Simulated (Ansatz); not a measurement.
```cif
data_structure
_symmetry_space_group_name_H-M 'P 1'
_symmetry_Int_Tables_number 1
_cell_length_a 2.9064
_cell_length_b 2.9064
_cell_length_c 4.0075
_cell_angle_alpha 90.000
_cell_angle_beta 90.000
_cell_angle_gamma 90.000
_cell_volume 33.85
loop_
_atom_site_label
_atom_site_type_symbol
_atom_site_fract_x
_atom_site_fract_y
_atom_site_fract_z
_atom_site_occupancy
Ti1 Ti 0.00000 0.00000 0.00000 1
Ti2 Ti 0.50000 0.50000 0.50000 1
```

Space group I4/mmm; changed on purpose from its base cell (strain +0.000 along x and y, -0.025 along z, atoms carried along); computed pressure about 3 GPa in this cell; computed without spin polarisation.

Level of theory: DFT r2SCAN, scalar-relativistic, plane waves, PAW (Ansatz).

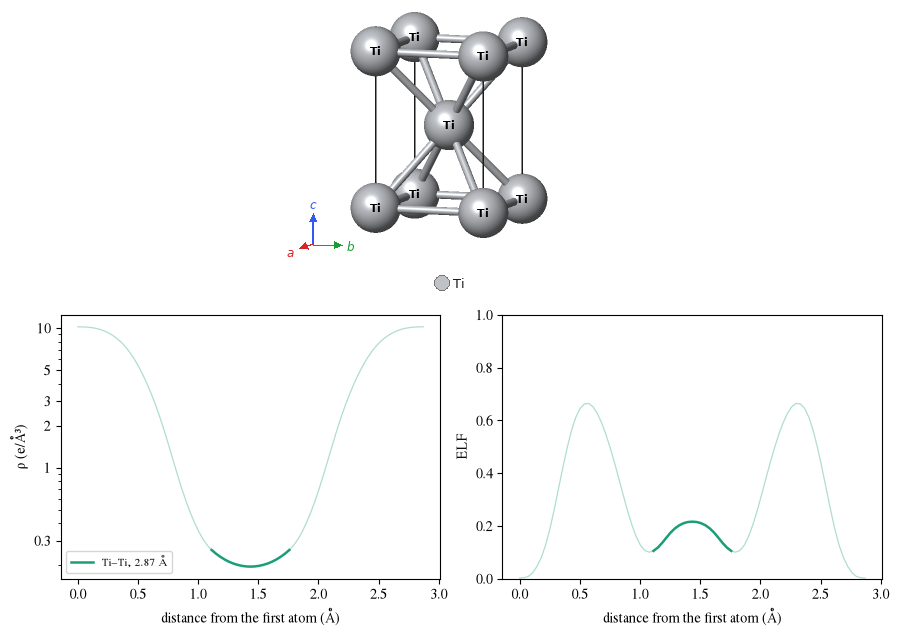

Ti. Valence charge density (pseudo) and ELF along straight lines between neighbouring atoms. Thin, pale parts lie inside the atomic spheres. The structure is drawn too.

In a PAW calculation such maps are meaningful between the atoms, not at the nuclei.

**What can be read from the curves?**

Ti–Ti (2.87 Å): ρ is about 0.2 e/Å³ halfway; the ELF is about 0.20 at the midpoint (no localised pair shows between them).
